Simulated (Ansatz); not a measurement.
# Phonon calculation, with input and output: Ge

Ge (Fd-3m, 2 atoms in the cell), computed with DFT PBEsol, scalar-relativistic, plane waves, PAW, no spin polarisation (Ansatz 0.2.0).

The structure derives from an entry of the Crystallography Open Database. It belongs to a series of runs on one base structure; here: phonons at volume × 1.02. Figures and captions count atoms from 1; the log counts them from 0 in places.

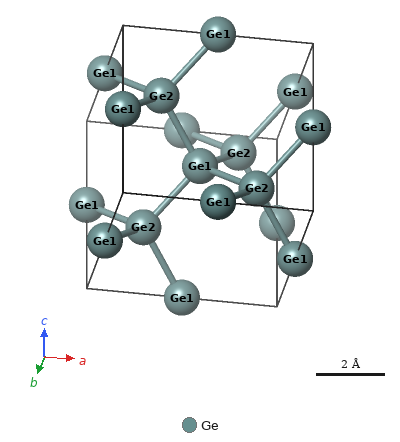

Fig. 1: The structure as given in the input (ball-and-stick view of the cell 4 times as large as that of the calculation, set on its symmetry axes, seen at an oblique angle; atoms are numbered from 1 in the order of the input).

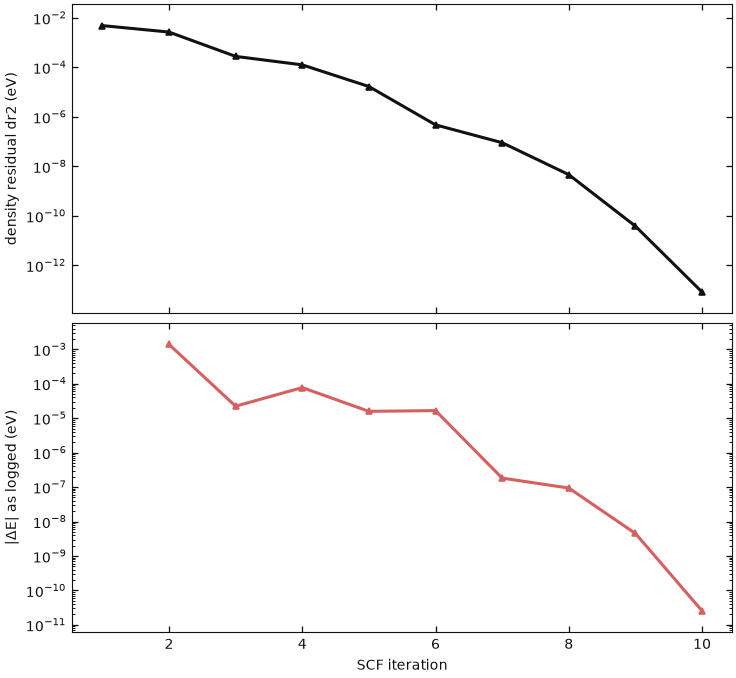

Fig. 2: Convergence of the self-consistent field: density residual dr2 and size of the energy change against the SCF iteration. The residual falls at every step.

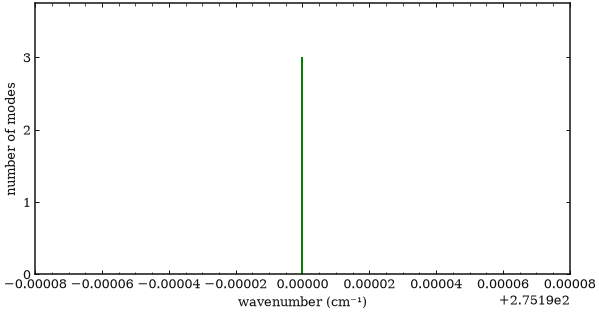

Fig. 3: Optical phonons at the zone centre (no LO–TO term); neighbouring modes closer than 3 cm⁻¹ are counted in one stick. 3 modes from 275 to 275 cm⁻¹, none imaginary.

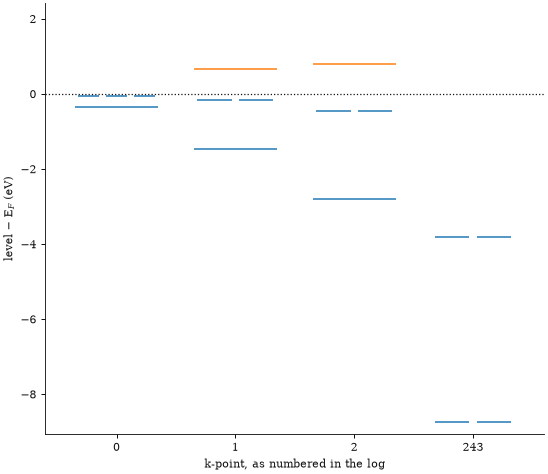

Fig. 4: Kohn–Sham levels near the Fermi level (dotted) at the few k-points that the log prints; levels within 0.02 eV of each other stand side by side. The system is metallic on the full mesh.

The input that produced these results follows, with the program's output.

Input file:
```yaml
crystal:
  lattice:
    - [0.0, 2.8575420357, 2.8575420357]
    - [2.8575420357, 0.0, 2.8575420357]
    - [2.8575420357, 2.8575420357, 0.0]
  atoms:
    - { symbol: Ge, position: [0.5, 0.5, 0.5] }
    - { symbol: Ge, position: [0.75, 0.75, 0.75] }
basis:
  ecutwfc: 420
kpoints:
  mp_grid: { grid: [14, 14, 14] }
hamiltonian:
  xc: pbesol
scf:
  occupations: { method: fermi_dirac, width: 0.15 }
output:
  eigenvalues: true
phonons:
  method: dfpt
  eigenvectors: true
```

Run as:
```bash
ansatz run input.yaml --threads 1 --pin off --max-ram 3072MiB --backend cpu --events-out ev --progress --plain --runs-dir out
```

Output:
```
zone centre: on kpoints.mp_grid the ground state, and the responses unless they are solved on pairs of k-points, stand on 244 of the mesh's 2744 k-points, reduced under 8 symmetry operations, with k and −k counted as one. Each operation leaves every solved displacement unchanged or reverses it
Engine: ansatz 0.2.0, x86_64-unknown-linux-gnu
Pseudopotentials: kind: paw
Pseudopotential: Ge, paw, valence charge 14, recommended cutoff 420 eV (normal), Ge.paw.azcp
Functional definition: PBEsol
  exchange = pbesol_x
  correlation = pbesol_c
Crystal: 2 atoms, lattice volume = 46.667 Å³
Basis set: ecut = 420 eV, 941 PW (Γ), exchange–correlation on 64×64×64 points (8 copies of the dense FFT grid, shifted against one another)
Bands: 18, of which v1, the nominal top of the filled ones, is band 14 counted from 1 (13 counted from 0)
Symmetry: 48 space group operations
k-points: 244 of 2744 (irreducible under 8 space group operations, time reversal used)
Non-local potential: Ge, projectors of the file, l = 0: 2, l = 1: 2, l = 2: 3, l = 3: 1
PAW form: soft (Blöchl's): semilocal exchange-correlation on the pseudo side does not see the compensation charge
PAW frozen core: Ge, regenerated for the run's functional, and the local potential with it (the file was generated under x = pbe(κ = 0.804, μ = 0.2195149727645171), c = pbe(β = 0.06672455060314922))
PAW one-centre angular grid: Ge, 590 points (default); XC on 64 Gauss nodes
Initial density: superposition of atomic densities (neutral atoms: chi_scale 0, normalization atom), corrected by the library's trained network
Initial wavefunctions: pseudopotential atomic-orbital guess
Functional: x = pbesol(κ = 0.804, μ = 0.12345679012345678), c = pbesol(β = 0.046)
SCF iter   1: F=—  HF=-8506.994501 eV  |F-HF|=—  |Δ(HF+E_count)|=         —  Δρ=2.88e-3  dr2=4.86e-3  ethr=1.77e-3  ⟨swp⟩=5.2  Hψ=20104  notcnv=0
preconditioner: auto → Kerker (q_TF=auto, 2.506 Å⁻¹)  [metal: Δε(μ)=0.042 eV  Ē_g=23.227 eV  σ=0.150 eV  W_gap=0.07  n_scr=14 (ndim 8)  ℏωp=28.8 eV  f_vac=0.084  D(μ)=0.10/eV (n_scr^D=0)]
SCF iter   2: F=—  HF=-8506.993111 eV  |F-HF|=—  |Δ(HF+E_count)|=   1.39e-3  Δρ=2.03e-3  dr2=2.67e-3  ethr=1.74e-5  ⟨swp⟩=1.0  Hψ=6364  notcnv=0
SCF iter   3: F=—  HF=-8506.993133 eV  |F-HF|=—  |Δ(HF+E_count)|=   2.23e-5  Δρ=9.52e-4  dr2=2.77e-4  ethr=9.52e-6  ⟨swp⟩=2.0  Hψ=7811  notcnv=0
SCF iter   4: F=—  HF=-8506.993056 eV  |F-HF|=—  |Δ(HF+E_count)|=   7.73e-5  Δρ=3.56e-4  dr2=1.26e-4  ethr=9.88e-7  ⟨swp⟩=2.0  Hψ=7701  notcnv=0
SCF iter   5: F=—  HF=-8506.993040 eV  |F-HF|=—  |Δ(HF+E_count)|=   1.58e-5  Δρ=1.89e-4  dr2=1.68e-5  ethr=4.49e-7  ⟨swp⟩=2.0  Hψ=7812  notcnv=0
SCF iter   6: F=—  HF=-8506.993056 eV  |F-HF|=—  |Δ(HF+E_count)|=   1.66e-5  Δρ=4.75e-5  dr2=4.74e-7  ethr=6.00e-8  ⟨swp⟩=2.0  Hψ=5472  notcnv=0
SCF iter   7: F=—  HF=-8506.993057 eV  |F-HF|=—  |Δ(HF+E_count)|=   1.82e-7  Δρ=2.24e-5  dr2=9.02e-8  ethr=1.69e-9  ⟨swp⟩=3.0  Hψ=7954  notcnv=0
SCF iter   8: F=—  HF=-8506.993057 eV  |F-HF|=—  |Δ(HF+E_count)|=   9.39e-8  Δρ=4.96e-6  dr2=4.61e-9  ethr=3.22e-10  ⟨swp⟩=2.0  Hψ=7642  notcnv=0
SCF iter   9: F=—  HF=-8506.993057 eV  |F-HF|=—  |Δ(HF+E_count)|=   4.50e-9  Δρ=4.41e-7  dr2=3.81e-11  ethr=1.65e-11  ⟨swp⟩=2.0  Hψ=7812  notcnv=0
SCF iter  10: F=-8506.993057 eV  HF=-8506.993057 eV  |F-HF|=3.64e-12  |Δ(HF+E_count)|=  2.55e-11  Δρ=1.76e-8  dr2=8.28e-14  ethr=1.00e-12  ⟨swp⟩=5.0  Hψ=18963  notcnv=0
SCF 1 converged in 10 iterations: F = -8506.993057 eV  dr2 = 8.28e-14
  greatest PAW one-centre occupation: 0.998 electrons in one spin orbital (limit 2), on the Ge atom at site 1 (counted from 0), in its partial waves of l = 2
DFPT response loops at Γ: preconditioner auto → Kerker (q_TF=auto, 2.506 Å⁻¹) (partly filled bands, converged f_vac=0.067); β = 1.00, the filter's whole step (`scf.mixing.beta` (0.50) is not read by the response loops under this deck's `scf.mixing.preconditioner`; to damp them name `kerker` or `kerker_dos`, under which they read `scf.mixing.beta`, and type it under 1.00, their step now; both keys bind the ground state too); Broyden in place of MSR1
SCF converged after 10 iterations
Free energy (F): -8506.993057 eV
Harris-Foulkes:  -8506.993057 eV  (|F-HF|=3.64e-12)
Internal energy: -8506.984669 eV  (E = F + TS)
E sigma→0 (E₀):  -8506.988863 eV
Entropy (-TS):   -0.008387 eV (-4.194 meV/atom)
Fermi energy:    8.094514 eV
--- Per-component energies (eV) ---
  E_band       = -312.137590
  E_kinetic    = 222.402043
  E_local      = -4987.337182  (includes V_loc(G=0)·N_el)
  E_nonlocal   = 839.863304
  E_hartree    = 2183.986297
  E_xc         = -149.609892
  E_vxc        = -129.026185  (∫ρ·V_xc dr)
  E_paw        = -3957.915506  (= ΣΔE_a)
  E_vpaw       = -626.012686  (= ΣTr[D̂ρ^β])
  E_aug_tail   = 0.000516  (compensation charges beyond the density's cutoff)
  E_ewald      = -2660.210121
  E_core_change = 1.835872  (= ΣΔE_core)
  E_smearing   = -0.008387  (= −TS)
  E_closure    = 0.000000  (closes the sum)
  Σ components = -8506.993057   (vs F -8506.993057, Δ=0.00e0)
--- Band table (eV; the first three rows and the last of 244) ---
  k-point 0: bands = ["-16.7256", "-16.7256", "-16.7256", "-16.6916", "-16.6916", "-16.4958", "-16.4958", "-16.4958", "-16.4852", "-16.4852", "-4.5230", "7.7563", "8.0445", "8.0445", "8.0445", "10.5585", "10.5585", "10.5585"]
  k-point 1: bands = ["-16.7286", "-16.7286", "-16.7248", "-16.6875", "-16.6875", "-16.5012", "-16.5012", "-16.4967", "-16.4804", "-16.4804", "-4.4622", "6.6323", "7.9231", "7.9231", "8.7604", "10.7209", "10.7209", "10.8051"]
  k-point 2: bands = ["-16.7345", "-16.7345", "-16.7225", "-16.6788", "-16.6788", "-16.5097", "-16.5097", "-16.4993", "-16.4735", "-16.4735", "-4.2816", "5.2869", "7.6446", "7.6446", "8.8910", "11.0940", "11.0940", "11.6560"]
  k-point 243: bands = ["-16.7692", "-16.7692", "-16.6403", "-16.6403", "-16.5919", "-16.5919", "-16.5618", "-16.5618", "-16.4353", "-16.4353", "-0.6580", "-0.6580", "4.2825", "4.2825", "11.6063", "11.6063", "13.2977", "13.2977"]
--- Phonons (Γ-DFPT): 1 representative perturbation + reference, on 244 of 2744 k-points (Σ response iterations 3) ---
  k mesh reduced under 8 symmetry operations, with k and −k counted as one. Each operation leaves every solved displacement unchanged or reverses it
  ASR residual: 1.941e-5 → 0.000e0 eV/Å²; symmetrization residual: 2.203e-12 eV/Å²
  ASR residual per site (eV/Å²): 1.94e-5 1.94e-5
  Γ frequencies (cm⁻¹): 0.00 0.00 0.00 275.19 275.19 275.19
  non-analytic LO–TO correction: not included (Born effective charges unavailable; polar crystals: no LO–TO splitting at Γ)
```

Results in brief:

| quantity | value |
| --- | --- |
| outcome | converged |
| space group (tolerance 0.01 Å) | Fd-3m (227) |
| electrons treated | 28 |
| free energy | −8506.9931 eV |
| Fermi energy | 8.095 eV |
| gap on the k-point mesh | none (metallic) |
| hardware | 1 thread of Intel Xeon (Granite Rapids), 32 GiB of memory available, shared host |
| wall time | 21 s |
| peak memory | 0.94 GiB |

Remarks:

Results for this metal are sensitive to the k-point mesh.
